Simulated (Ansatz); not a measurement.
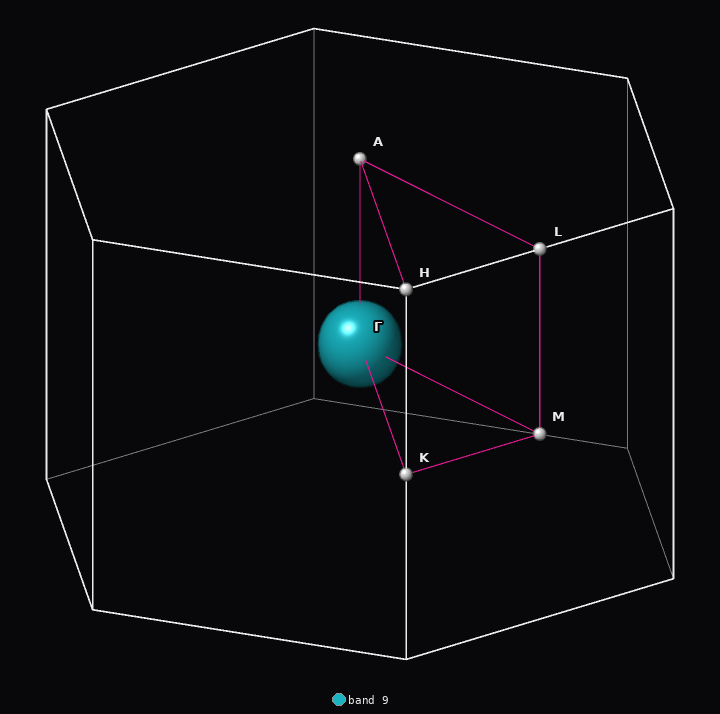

Constant-energy surfaces of AlN (P6_3/mmc), 0.30 eV above the conduction-band minimum (one colour a band).

Theory: DFT PBE, scalar-relativistic, plane waves, PAW; levels and slopes on a dense k mesh at the converged density (Ansatz 0.2.0). No spin polarisation. The levels come from a k mesh of 30×30×22 points. Unrelaxed database geometry. The cell comes from a database of computed structures, not from a measurement.

Masses come from a second pass at points close to the extrema; at the energies drawn a band may no longer be parabolic.

### Describe the band extrema that these surfaces surround.

Band 9 forms the conduction edge. Within this energy: one minimum at Γ, principal masses 0.30, 0.30 and 0.32 mₑ. Further from the edge, not drawn: three equivalent minima at M, 0.64 eV above the edge, principal masses 0.29, 0.73 and 0.89 mₑ.

### And the gap?

The gap is direct, 3.26 eV at this level of theory, which underestimates gaps and can reorder valleys that lie close.
